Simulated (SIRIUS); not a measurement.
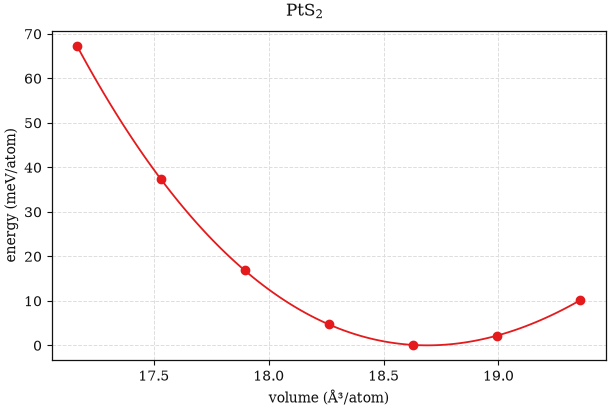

The picture above shows the energy against volume for PtS₂, space group P-3m1 (No. 164).

Cell as given: a = 3.543 Å, b = 3.543 Å, c = 5.039 Å, α = 90.00°, β = 90.00°, γ = 120.00°; 3 atoms.

Calculation (SIRIUS 7.12.0): all-electron LAPW DFT, no spin polarisation; energies at scaled volumes of the given cell, shape and fractions fixed, counted from the fit's minimum, third-order Birch-Murnaghan fit. Level: LDA.

- k mesh: 9×9×5
- occupations: Fermi–Dirac
- smearing width: 0.05 eV
- potentials: all electron FP LAPW
- program settings: basis apw+lo standard, gk cutoff 4.04 1/bohr, pw cutoff 21 1/bohr

Q: How stiff is the solid, and where is its volume at rest?

A: A third-order Birch–Murnaghan fit gives V0 = 18.69 Å³/atom, B0 = 147 GPa and B′ = 4.9.

Caveats: spin-orbit coupling left out, heavy elements; shape and atomic fractions are frozen while scaling, which makes layered, chain and framework solids too stiff.
